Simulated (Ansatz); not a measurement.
# Si6H2O13: geometry relaxation (part 4 of 4)

Si6H2O13 (slab, 21 atoms in the cell); DFT PBE+D3(BJ), scalar-relativistic, plane waves, PAW, no spin polarisation (Ansatz 0.2.0); cutoff 420 eV, 3×3×1 k-mesh, Gaussian smearing of 0.05 eV. The structure derives from an entry of the Crystallography Open Database. The input holds or restrains some coordinates. It belongs to a series of runs on one base structure; here: 1 H2O a cell, flat, over a hollow Si-O-O site.

Geometry of the input (Å; fractional positions):
```
4.9153  0.0000  0.0000
0.0000  5.4221  0.0000
0.0000  0.0000  25.9269
O  0.7268  0.7798  0.3086
O  0.9311  0.2202  0.3309
Si 0.2331  0.3333  0.3401
Si 0.7331  0.0000  0.3512
O  0.4311  0.1131  0.3604
O  0.2268  0.5536  0.3828
O  0.8421  0.8869  0.4054
Si 0.0339  0.6667  0.4278
O  0.8421  0.4464  0.4501
O  0.2297  0.7729  0.4731
O  0.4340  0.2134  0.4938
Si 0.7357  0.3265  0.5038
Si 0.2364  -0.0036  0.5154
O  0.9352  0.1092  0.5236
O  0.7116  0.5458  0.5471
O  0.3462  0.8785  0.5694
Si 0.4484  0.6032  0.5838
O  0.3070  0.4179  0.6188
O  0.6875  0.1463  0.6955
H  0.5127  0.2371  0.6955
H  0.8283  0.2769  0.6955
```

## Trajectory as extended XYZ, continued
```
21
Lattice="4.9153 0.0000 0.0000 0.0000 5.4221 0.0000 0.0000 0.0000 25.9269" Properties=species:S:1:pos:R:3:forces:R:3 step=16 energy=-11238.88846
O     3.5726    4.2280    8.0000   -0.2490   0.4439   0.5300
O     4.5766    1.1941    8.5796    1.4878   1.5573  -0.4934
Si    1.1456    1.8074    8.8179   -1.0060  -0.1912   2.3106
Si    3.6032    0.0000    9.1063    0.4703  -3.6610  -2.1637
O     2.1189    0.6133    9.3446   -0.9556   1.5463  -0.4151
O     1.1150    3.0015    9.9242    0.5535  -0.4738  -0.8438
O     4.1390    4.8088   10.5109    0.3035   0.2364   1.0934
Si    0.1665    3.6147   11.0905   -0.7481   0.7712   0.0087
O     4.1390    2.4206   11.6701    0.0117  -0.1849   0.1159
O     1.1244    4.2373   12.2487    0.0291   0.0443  -0.1254
O     2.1528    1.1895   12.9566   -0.0125  -0.1520   0.1211
Si    3.6337    1.8559   13.1153    0.0532  -0.2758  -0.2702
Si    1.1477   -0.0298   13.3964    0.1301   0.0793   0.1271
O     4.6049    0.6503   13.6383    0.0600   0.0849   0.0535
O     3.6443    3.1279   14.1334    0.2392   0.2147  -0.2128
O     1.5635    4.6386   14.7914   -0.2984  -0.1058  -0.0022
Si    2.6507    3.5349   15.3708   -0.1788  -0.0488   0.1311
O     2.3239    2.3177   16.2833   -0.0093  -0.0583  -0.0125
O     3.4511   -0.5046   16.2934    0.2218   0.3195   0.1105
H     3.0830    0.4386   16.1948   -0.0018  -0.0487   0.0522
H     4.4033   -0.4656   16.5140   -0.1048  -0.0901  -0.1151
21
Lattice="4.9153 0.0000 0.0000 0.0000 5.4221 0.0000 0.0000 0.0000 25.9269" Properties=species:S:1:pos:R:3:forces:R:3 step=17 energy=-11238.93595
O     3.5726    4.2280    8.0000   -0.2490   0.4441   0.5302
O     4.5766    1.1941    8.5796    1.4883   1.5579  -0.4934
Si    1.1456    1.8074    8.8179   -1.0068  -0.1929   2.3087
Si    3.6032    0.0000    9.1063    0.4701  -3.6645  -2.1629
O     2.1189    0.6133    9.3446   -0.9558   1.5488  -0.4147
O     1.1150    3.0015    9.9242    0.5549  -0.4786  -0.8445
O     4.1390    4.8088   10.5109    0.2999   0.2278   1.0973
Si    0.1665    3.6147   11.0905   -0.6763   0.8517   0.0724
O     4.1390    2.4206   11.6701    0.0741  -0.2487  -0.0686
O     1.1291    4.2416   12.2460   -0.0077   0.0361  -0.1033
O     2.1785    1.1636   12.9939    0.0329  -0.1269   0.0927
Si    3.6547    1.8511   13.1144   -0.0519  -0.3026  -0.0626
Si    1.1588   -0.0460   13.4185    0.1178  -0.0315  -0.0385
O     4.6287    0.6555   13.6543    0.0249   0.1475   0.0383
O     3.6645    3.1500   14.0998    0.0522   0.2259  -0.0910
O     1.5239    4.5777   14.8094   -0.1226  -0.0764   0.0918
Si    2.6669    3.5079   15.3571    0.0712  -0.1665   0.1451
O     2.4040    2.2501   16.2438   -0.0520   0.1512  -0.0663
O     3.5158   -0.5307   16.2431    0.3376   0.1459   0.1334
H     3.1533    0.4227   16.1879    0.0310  -0.0644  -0.0002
H     4.4964   -0.5231   16.3537   -0.4327   0.0174  -0.1659
21
Lattice="4.9153 0.0000 0.0000 0.0000 5.4221 0.0000 0.0000 0.0000 25.9269" Properties=species:S:1:pos:R:3:forces:R:3 step=18 energy=-11238.96488
O     3.5726    4.2280    8.0000   -0.2490   0.4471   0.5338
O     4.5766    1.1941    8.5796    1.4886   1.5576  -0.4940
Si    1.1456    1.8074    8.8179   -1.0098  -0.1913   2.3101
Si    3.6032    0.0000    9.1063    0.4707  -3.6668  -2.1677
O     2.1189    0.6133    9.3446   -0.9555   1.5493  -0.4131
O     1.1150    3.0015    9.9242    0.5577  -0.4850  -0.8558
O     4.1390    4.8088   10.5109    0.3024   0.2247   1.1068
Si    0.1665    3.6147   11.0905   -0.6849   0.8491   0.0702
O     4.1390    2.4206   11.6701    0.0567  -0.3755  -0.0258
O     1.1336    4.2410   12.2415    0.0115   0.0891   0.0171
O     2.2063    1.1315   13.0284    0.0908  -0.0478   0.0355
Si    3.6720    1.8423   13.1201   -0.0268   0.0169   0.0137
Si    1.1740   -0.0661   13.4358   -0.0113  -0.1725  -0.0315
O     4.6554    0.6627   13.6709    0.0839   0.1281   0.0350
O     3.6739    3.1740   14.0777   -0.0780  -0.0130  -0.1099
O     1.4953    4.5300   14.8305   -0.2081   0.0914  -0.1181
Si    2.6823    3.4954   15.3573    0.2124  -0.0315   0.0249
O     2.4593    2.2276   16.2324   -0.0911  -0.0269  -0.0066
O     3.5333   -0.5230   16.1988    0.7166   0.0098   0.0596
H     3.1614    0.4281   16.1405    0.0161   0.0005   0.0633
H     4.5290   -0.5041   16.1634   -0.6937   0.0480  -0.0491
21
Lattice="4.9153 0.0000 0.0000 0.0000 5.4221 0.0000 0.0000 0.0000 25.9269" Properties=species:S:1:pos:R:3:forces:R:3 step=19 energy=-11238.97768
O     3.5726    4.2280    8.0000   -0.2488   0.4459   0.5320
O     4.5766    1.1941    8.5796    1.4884   1.5577  -0.4942
Si    1.1456    1.8074    8.8179   -1.0095  -0.1925   2.3083
Si    3.6032    0.0000    9.1063    0.4709  -3.6661  -2.1634
O     2.1189    0.6133    9.3446   -0.9558   1.5496  -0.4131
O     1.1150    3.0015    9.9242    0.5591  -0.4851  -0.8526
O     4.1390    4.8088   10.5109    0.3011   0.2212   1.1059
Si    0.1665    3.6147   11.0905   -0.6868   0.8630   0.0502
O     4.1390    2.4206   11.6701    0.1221  -0.3494  -0.1481
O     1.1352    4.2459   12.2382   -0.0077   0.0215  -0.0342
O     2.2284    1.1175   13.0426    0.0333  -0.0732  -0.0164
Si    3.6824    1.8468   13.1217   -0.0588  -0.0859   0.0245
Si    1.1831   -0.0721   13.4377   -0.0163   0.0194  -0.0417
O     4.6772    0.6813   13.6779    0.1043   0.0900   0.0506
O     3.6686    3.1937   14.0534   -0.0537   0.0639   0.0063
O     1.4778    4.5182   14.8321   -0.0116  -0.0397   0.0460
Si    2.6926    3.4938   15.3488    0.0334  -0.0142   0.1470
O     2.4736    2.2086   16.2043   -0.0524   0.1224  -0.0286
O     3.5647   -0.5249   16.1886    0.8237   0.0152  -0.1199
H     3.1698    0.4215   16.1877    0.0225  -0.0479  -0.0753
H     4.5528   -0.4714   16.0142   -0.8580  -0.0167   0.1150
21
Lattice="4.9153 0.0000 0.0000 0.0000 5.4221 0.0000 0.0000 0.0000 25.9269" Properties=species:S:1:pos:R:3:forces:R:3 step=20 energy=-11238.98976
O     3.5726    4.2280    8.0000   -0.2489   0.4477   0.5332
O     4.5766    1.1941    8.5796    1.4886   1.5586  -0.4946
Si    1.1456    1.8074    8.8179   -1.0098  -0.1960   2.3081
Si    3.6032    0.0000    9.1063    0.4721  -3.6686  -2.1608
O     2.1189    0.6133    9.3446   -0.9562   1.5500  -0.4137
O     1.1150    3.0015    9.9242    0.5598  -0.4803  -0.8427
O     4.1390    4.8088   10.5109    0.2968   0.2232   1.0971
Si    0.1665    3.6147   11.0905   -0.6839   0.8827   0.0691
O     4.1390    2.4206   11.6701    0.1147  -0.3429  -0.0978
O     1.1330    4.2494   12.2394   -0.0200   0.0355  -0.0149
O     2.2286    1.1205   13.0427    0.0473  -0.0668  -0.0265
Si    3.6797    1.8530   13.1250   -0.0471   0.0019   0.0128
Si    1.1816   -0.0658   13.4379    0.0130  -0.0431  -0.0442
O     4.6797    0.6919   13.6820    0.0480   0.0974   0.0571
O     3.6582    3.2015   14.0564   -0.0311   0.0047  -0.0440
O     1.4749    4.5315   14.8366   -0.0605  -0.0075  -0.0086
Si    2.6897    3.5100   15.3576    0.0144  -0.1127   0.0872
O     2.4659    2.2313   16.2199   -0.0309   0.0903  -0.0743
O     3.5724   -0.5110   16.1721    0.3134   0.1050  -0.0888
H     3.1684    0.4312   16.1447    0.0234  -0.0633   0.0581
H     4.5376   -0.4486   15.9510   -0.3021  -0.0179   0.0881
21
Lattice="4.9153 0.0000 0.0000 0.0000 5.4221 0.0000 0.0000 0.0000 25.9269" Properties=species:S:1:pos:R:3:forces:R:3 step=21 energy=-11238.98672 accepted=F
O     3.5726    4.2280    8.0000   -0.2504   0.4418   0.5200
O     4.5766    1.1941    8.5796    1.4932   1.5668  -0.4974
Si    1.1456    1.8074    8.8179   -1.0050  -0.2174   2.2907
Si    3.6032    0.0000    9.1063    0.4823  -3.6715  -2.1192
O     2.1189    0.6133    9.3446   -0.9626   1.5534  -0.4169
O     1.1150    3.0015    9.9242    0.5746  -0.4321  -0.7562
O     4.1390    4.8088   10.5109    0.2667   0.2296   1.0196
Si    0.1665    3.6147   11.0905   -0.8274   0.9353   0.0616
O     4.1390    2.4206   11.6701    0.1703  -0.3298  -0.1092
O     1.0982    4.2720   12.2526    0.0400  -0.0857   0.0021
O     2.2929    1.0639   13.0508    0.0426  -0.0462  -0.0351
Si    3.6945    1.8766   13.1397   -0.0364  -0.0719  -0.1038
Si    1.1910   -0.0603   13.4573   -0.0635   0.1906   0.0620
O     4.7502    0.7924   13.7387   -0.0158   0.0102   0.0258
O     3.5902    3.2562   14.0173    0.0319  -0.0554   0.1138
O     1.4270    4.5307   14.8681    0.0944   0.0191   0.0349
Si    2.6673    3.5229   15.3627   -0.1839  -0.2257  -0.0600
O     2.4401    2.2401   16.2104    0.0910  -0.0121  -0.0126
O     3.6057   -0.5571   16.1730    0.0497   0.1382   0.0019
H     3.2541    0.4001   16.1793   -0.0257  -0.1012  -0.0422
H     4.5640   -0.5684   15.9298    0.0338   0.1643   0.0186
21
Lattice="4.9153 0.0000 0.0000 0.0000 5.4221 0.0000 0.0000 0.0000 25.9269" Properties=species:S:1:pos:R:3:forces:R:3 step=22 energy=-11239.00111
O     3.5726    4.2280    8.0000   -0.2495   0.4478   0.5305
O     4.5766    1.1941    8.5796    1.4908   1.5624  -0.4960
Si    1.1456    1.8074    8.8179   -1.0086  -0.2065   2.3031
Si    3.6032    0.0000    9.1063    0.4765  -3.6718  -2.1454
O     2.1189    0.6133    9.3446   -0.9591   1.5515  -0.4157
O     1.1150    3.0015    9.9242    0.5670  -0.4582  -0.8051
O     4.1390    4.8088   10.5109    0.2857   0.2265   1.0648
Si    0.1665    3.6147   11.0905   -0.7596   0.8941   0.0578
O     4.1390    2.4206   11.6701    0.1390  -0.3339  -0.1139
O     1.1166    4.2576   12.2462    0.0064  -0.0215  -0.0037
O     2.2612    1.0881   13.0411    0.0362  -0.0259  -0.0274
Si    3.6860    1.8624   13.1306   -0.0212  -0.0173  -0.0322
Si    1.1864   -0.0647   13.4467   -0.0213   0.0322   0.0305
O     4.7142    0.7404   13.7102    0.0386   0.0308   0.0444
O     3.6257    3.2240   14.0399   -0.0052  -0.0101   0.0313
O     1.4546    4.5311   14.8520    0.0039   0.0050  -0.0035
Si    2.6798    3.5147   15.3625   -0.0397  -0.0493  -0.0432
O     2.4554    2.2373   16.2194    0.0040  -0.0215   0.0099
O     3.5832   -0.5206   16.1706   -0.0211   0.0360   0.0167
H     3.1814    0.4179   16.1699    0.0145  -0.0001  -0.0027
H     4.5401   -0.4657   15.9425    0.0230   0.0297  -0.0002
21
Lattice="4.9153 0.0000 0.0000 0.0000 5.4221 0.0000 0.0000 0.0000 25.9269" Properties=species:S:1:pos:R:3:forces:R:3 step=23 energy=-11239.00426
O     3.5726    4.2280    8.0000   -0.2498   0.4474   0.5298
O     4.5766    1.1941    8.5796    1.4922   1.5639  -0.4964
Si    1.1456    1.8074    8.8179   -1.0071  -0.2094   2.3008
Si    3.6032    0.0000    9.1063    0.4777  -3.6683  -2.1404
O     2.1189    0.6133    9.3446   -0.9611   1.5508  -0.4165
O     1.1150    3.0015    9.9242    0.5738  -0.4421  -0.7908
O     4.1390    4.8088   10.5109    0.3044   0.2236   1.0629
Si    0.1665    3.6147   11.0905   -0.8014   0.8789   0.0772
O     4.1390    2.4206   11.6701    0.1576  -0.3364  -0.1261
O     1.1050    4.2495   12.2584    0.0037  -0.0146  -0.0148
O     2.3159    1.0333   13.0305    0.0003  -0.0002   0.0069
Si    3.7061    1.8596   13.1353    0.0153  -0.0109  -0.0354
Si    1.2047   -0.0728   13.4561   -0.0050   0.0077   0.0586
O     4.7700    0.7845   13.7365   -0.0045   0.0049   0.0053
O     3.6091    3.2210   14.0401    0.0075  -0.0041  -0.0024
O     1.4488    4.5199   14.8654   -0.0190  -0.0257  -0.0238
Si    2.6715    3.4995   15.3694    0.0682   0.0780   0.0062
O     2.4588    2.2148   16.2201    0.0081   0.0330  -0.0022
O     3.5819   -0.5150   16.1670   -0.0401  -0.0580  -0.0210
H     3.1774    0.4246   16.1619    0.0151  -0.0273   0.0152
H     4.5398   -0.4580   15.9396   -0.0358   0.0091   0.0071
21
Lattice="4.9153 0.0000 0.0000 0.0000 5.4221 0.0000 0.0000 0.0000 25.9269" Properties=species:S:1:pos:R:3:forces:R:3 step=24 energy=-11239.00520
O     3.5726    4.2280    8.0000   -0.2498   0.4472   0.5296
O     4.5766    1.1941    8.5796    1.4920   1.5639  -0.4963
Si    1.1456    1.8074    8.8179   -1.0069  -0.2095   2.3005
Si    3.6032    0.0000    9.1063    0.4773  -3.6682  -2.1407
O     2.1189    0.6133    9.3446   -0.9609   1.5508  -0.4165
O     1.1150    3.0015    9.9242    0.5737  -0.4420  -0.7907
O     4.1390    4.8088   10.5109    0.3044   0.2229   1.0636
Si    0.1665    3.6147   11.0905   -0.7873   0.8909   0.0929
O     4.1390    2.4206   11.6701    0.1557  -0.3524  -0.1250
O     1.1050    4.2490   12.2593   -0.0020   0.0046  -0.0050
O     2.3172    1.0320   13.0332    0.0035  -0.0005   0.0157
Si    3.7081    1.8586   13.1354   -0.0067   0.0014  -0.0179
Si    1.2052   -0.0740   13.4594    0.0105  -0.0134  -0.0079
O     4.7713    0.7843   13.7392   -0.0050   0.0026   0.0081
O     3.6133    3.2213   14.0396   -0.0025   0.0038   0.0045
O     1.4488    4.5146   14.8654   -0.0168  -0.0005  -0.0225
Si    2.6773    3.5018   15.3694    0.0230   0.0060   0.0060
O     2.4702    2.2207   16.2258   -0.0112  -0.0128   0.0068
O     3.5746   -0.5175   16.1723   -0.0107  -0.0322   0.0052
H     3.1654    0.4186   16.1789    0.0111   0.0309  -0.0138
H     4.5310   -0.4507   15.9460    0.0087   0.0065   0.0033
```

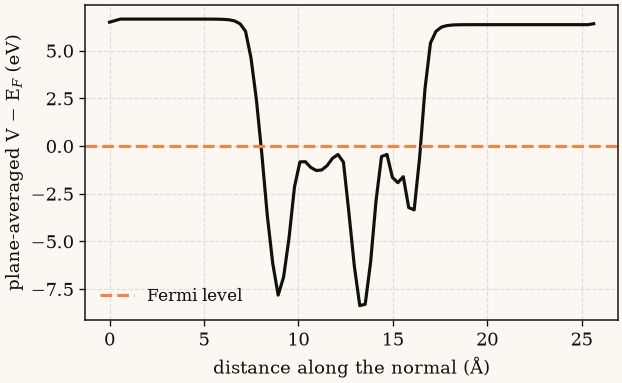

Fig. 1: Plane average of the electrostatic potential energy of an electron across the cell, from the Fermi level. The vacuum level lies 6.36 eV above the Fermi level on the upper side and 6.65 eV on the lower.

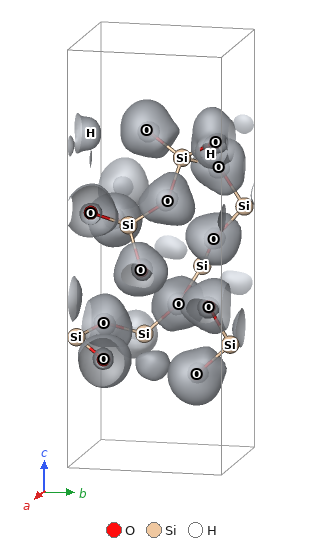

Fig. 2: Isosurface of the ELF at 0.7 (grey), seen slightly off an axis. Core shells and regions of very low density are left out. Sticks mark near contacts. Counts are for one cell; the picture repeats the cell along the surface.  Values along the shortest contacts: Si–O (1.55 Å): the ELF peaks at about 0.80 between the atoms, which marks a polar covalent bond. In a PAW calculation such maps are meaningful between the atoms, not at the nuclei.

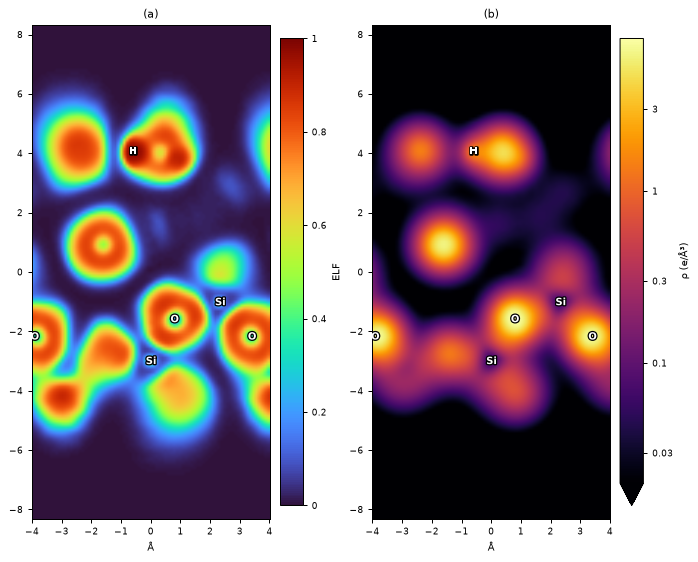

Fig. 3: (a) electron localisation function; (b) valence pseudo-density on the (110) plane of the calculation cell, a cut from vacuum to vacuum. The plane passes through Si, O and H nuclei. Si–O (1.62 Å): ρ is about 1.2 e/Å³ halfway; the ELF peaks at about 0.85 between the atoms, which marks a shared but strongly polarised pair. The density dies away to nearly zero in the vacuum.

## Results in brief

| quantity | value |
| --- | --- |
| outcome | converged under the restraints of the input |
| electrons treated | 104 |
| free energy | −11239.0052 eV |
| work function, top face | 6.36 eV |
| work function, bottom face | 6.65 eV |
| Fermi energy | −2.569 eV |
| gap on the k-point mesh | 0.32 eV |
| final volume | 690.98 Å³ |
| work function (upper face) | 6.36 eV |
| largest force (length of the vector) at the end, held atoms and coordinates included | 4.274 eV/Å |
| hardware | 2 threads of Arm Neoverse V2, 24 GiB of memory available, shared host |
| wall time | 7.9 min (CPU time 16 min) |
| peak memory | 1.1 GiB |

## Notes

The electronic state found may not be the lowest one. Notes on the run: the exchange-correlation potential is rough where the density is thin.
